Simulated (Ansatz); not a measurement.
The calculation's input:

```
crystal:
  lattice:
    - [-3.1414322132, 0.0, 0.0]
    - [-1.5707161066, -2.7205601009, 0.0]
    - [0.0, 0.0, 13.328819508]
  atoms:
    - { symbol: Mo, position: [0.3333333333, 0.3333333333, 0.2359327377] }
    - { symbol: Mo, position: [0.6666666667, 0.6666666667, 0.7077982131] }
    - { symbol: S, position: [0.3333333333, 0.3333333333, 0.5908263876] }
    - { symbol: S, position: [0.6666666667, 0.6666666667, 0.1189609122] }
    - { symbol: S, position: [0.3333333333, 0.3333333333, 0.8247700387] }
    - { symbol: S, position: [0.6666666667, 0.6666666667, 0.3529045633] }
basis:
  ecutwfc: 420
kpoints:
  mp_grid: { grid: [10, 10, 2] }
hamiltonian:
  xc: pbesol
scf:
  occupations: { method: gaussian, width: 0.05 }
output:
  forces: true
  stress: true
  eigenvalues: true
  write_density: true
  write_potential: true
  elf: true
  volumetric_format: npy
```

Launched as:

```sh
ansatz run input.yaml --threads 2 --pin off --max-ram 5120MiB --backend cpu --events-out ev --progress --plain --runs-dir out
```

Below, planes, directions and counts refer to the conventional cell (a = 3.14 Å, b = 3.14 Å, c = 13.33 Å, α = 90.00°, β = 90.00°, γ = 120.00°).

Space group P-3m1; computed without spin polarisation.

The calculation used DFT PBEsol, scalar-relativistic, plane waves, PAW in Ansatz.

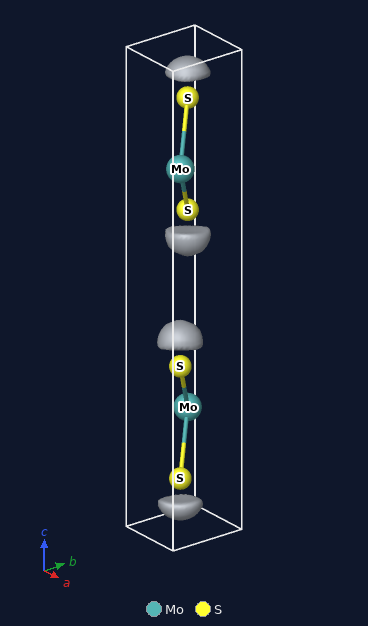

MoS$_{2}$. Isosurface of the electron localisation function at 0.9 (grey), seen slightly off an axis. Core shells and regions of very low density are left out. Sticks mark near contacts.

Q: Describe the localisation domains.

A: The ELF exceeds this value in four lobes on S, pointing away from the bonds (lone pairs), counted in one cell of 6 atoms. Any copies at cell faces, edges or corners count once. Along the contacts the grid gives the following. Mo–S (2.39 Å): the ELF peaks at about 0.85 in the valence shell of S, 0.8 Å from its nucleus, and is about 0.45 at the midpoint.

Q: Does the calculation make it a metal, or give it a gap?

A: It is gapped, with a Kohn–Sham gap of 1.3 eV on the k-point mesh, an upper bound to the gap of this method.
